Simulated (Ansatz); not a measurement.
## A series of single points on C

System: C (I4₁/amd, 2 atoms in the cell).
Method: DFT r2SCAN, scalar-relativistic, plane waves, PAW, no spin polarisation (Ansatz 0.2.0).

The 5 runs differ only in the geometry, by a strain of the cell at fixed fractional positions. Against run 3, the strain is εxx = η and εyy = η. The structure derives from an entry of the Crystallography Open Database.

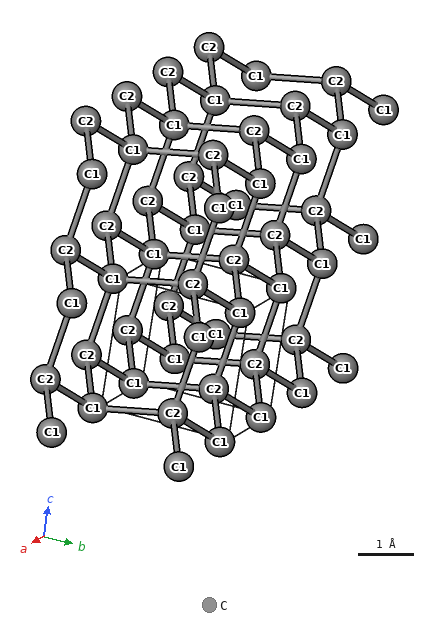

Figure 1. The structure of run 3 (ball-and-stick view of the reduced cell, repeated 4 × 2 × 3, seen slightly off an axis; atoms are numbered from 1 in the order of the input).

**Input of run 3**
```yaml
crystal:
  lattice:
    - [0.0, 1.7834, 1.756649]
    - [1.7834, 0.0, 1.756649]
    - [1.7834, 1.7834, 0.0]
  atoms:
    - { symbol: C, position: [0.5, 0.5, 0.5] }
    - { symbol: C, position: [0.75, 0.75, 0.75] }
basis:
  ecutwfc: 500
kpoints:
  mp_grid: { grid: [12, 12, 12] }
hamiltonian:
  xc: r2scan
scf:
  occupations: { method: gaussian, width: 0.05 }
output:
  forces: true
  stress: true
  eigenvalues: true
```

Run 4 differs from it as follows:
```diff
-    - [0.0, 1.7834, 1.756649]
-    - [1.7834, 0.0, 1.756649]
-    - [1.7834, 1.7834, 0.0]
+    - [0.0, 1.810151, 1.756649]
+    - [1.810151, 0.0, 1.756649]
+    - [1.810151, 1.810151, 0.0]
```

**Results, with one run withheld**

```tsv
run	strain parameter η (%)	free energy per atom, from the lowest run given (meV)	pressure (GPa)	gap on the mesh (eV)
1	−3.0000	40.47	36.16	4.34
2	−1.5000	9.51	19.32	4.48
3	0.0000	0.00	4.43	4.00
4	1.5000	?	?	?
5	3.0000	37.88	−20.27	3.13
```

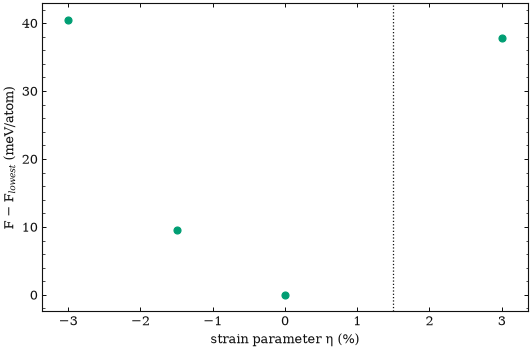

Figure 2. Free energy per atom of the runs given; the dotted line marks run 4.

Fit the runs given and predict run 4.

A quadratic polynomial in the coordinate, fitted to the 4 runs given, misses them by at most 0.54 meV per atom. With x = η + 0.3750, it reads F = 0.35598 − 3.6793 x + 4.3904 x² (meV per atom). At run 4 it gives 8.89 meV per atom, and the run itself gives 10.04. The fit has its minimum at η = 0.0440 %. So low a polynomial doesn't follow these energies more closely. The gap on the mesh lies between 3.13 eV (run 5) and 4.48 eV (run 2); run 4 has 3.55 eV. These are gaps of this functional on this mesh, which can miss the band edges; they aren't the measured gap.

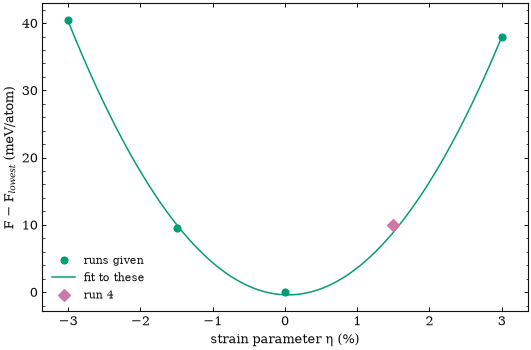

Figure 3. The fit and the withheld run.

**Output, shortened to warnings, some set-up lines, iterations and results (run 4)**
```
Basis set: ecut = 500 eV, 299 PW (Γ), exchange–correlation on 80×80×80 points (64 copies of the dense FFT grid, shifted against one another)
Symmetry: 16 space group operations
k-points: 163 of 1728
Initial density: superposition of atomic densities (neutral atoms: chi_scale 0, normalization atom), corrected by the library's trained network
[...]
SCF iter   1: F=—  HF=-503.030357 eV  |F-HF|=—  |Δ(HF+E_count)|=         —  Δρ=8.85e-3  dr2=2.42e-3  dr2_τ=3.65e-1  ethr=1.77e-3  ⟨swp⟩=5.0  Hψ=8712  notcnv=0
SCF iter   2: F=—  HF=-503.084632 eV  |F-HF|=—  |Δ(HF+E_count)|=   5.43e-2  Δρ=5.55e-3  dr2=9.83e-4  dr2_τ=5.61e-5  ethr=3.02e-5  ⟨swp⟩=2.0  Hψ=3912  notcnv=0
SCF iter   3: F=—  HF=-503.084656 eV  |F-HF|=—  |Δ(HF+E_count)|=   2.44e-5  Δρ=1.87e-3  dr2=1.21e-4  dr2_τ=1.59e-5  ethr=1.23e-5  ⟨swp⟩=2.0  Hψ=1874  notcnv=0
SCF iter   4: F=—  HF=-503.084690 eV  |F-HF|=—  |Δ(HF+E_count)|=   3.34e-5  Δρ=4.14e-4  dr2=5.88e-6  dr2_τ=3.67e-7  ethr=1.51e-6  ⟨swp⟩=1.2  Hψ=1398  notcnv=0
SCF iter   5: F=—  HF=-503.084693 eV  |F-HF|=—  |Δ(HF+E_count)|=   3.59e-6  Δρ=1.03e-4  dr2=3.69e-7  dr2_τ=3.96e-8  ethr=7.35e-8  ⟨swp⟩=1.4  Hψ=1435  notcnv=0
SCF iter   6: F=-503.084694 eV  HF=-503.084694 eV  |F-HF|=1.37e-9  |Δ(HF+E_count)|=   2.16e-7  Δρ=6.66e-6  dr2=1.44e-9  dr2_τ=2.22e-10  ethr=1.25e-9  ⟨swp⟩=5.3  Hψ=6584  …
SCF 1 converged in 6 iterations: F = -503.084694 eV  dr2 = 1.44e-9
SCF converged after 6 iterations
Free energy (F): -503.084694 eV
Harris-Foulkes:  -503.084694 eV  (|F-HF|=1.37e-9)
Internal energy: -503.084694 eV  (E = F + TS)
E sigma→0 (E₀):  -503.084694 eV
Fermi energy:    15.105274 eV
--- Per-component energies (eV) ---
  E_band       = 28.927364
  E_kinetic    = 183.094852
  E_local      = -122.075744  (includes V_loc(G=0)·N_el)
  E_nonlocal   = 52.337395
  E_hartree    = 26.839996
  E_xc         = -95.580924
  E_vxc        = -132.061694  (∫ρ·V_xc dr)
  E_paw        = -201.344202  (= ΣΔE_a)
  E_vpaw       = -13.019302  (= ΣTr[D̂ρ^β])
  E_aug_tail   = 0.000008  (compensation charges beyond the density's cutoff)
  E_vtau       = 6.971894  (kinetic-family band-sum trace: ∫τ·v_τ [+ j·A + Jᵃ·Aᵃ] dr)
  E_ewald      = -346.306529
  E_core_change = -0.049547  (= ΣΔE_core)
  E_smearing   = -0.000000  (= −TS)
  E_closure    = 0.000000  (closes the sum)
  Σ components = -503.084694   (vs F -503.084694, Δ=0.00e0)
--- Forces (eV/Å), atoms counted from 1 ---
  atom   1  C     -0.00000000    -0.00000000     0.00000000
  atom   2  C      0.00000000    -0.00000000    -0.00000000
  max |Σ_I F_I| component: 2.08e-17 eV/Å
--- Stress (GPa, compression-positive) ---
      -18.104016       0.000000      -0.000000
        0.000000     -18.104016      -0.000000
       -0.000000      -0.000000      10.070805
  P = ⅓ Tr σ = -8.7124 GPa (-87.124 kbar)
```
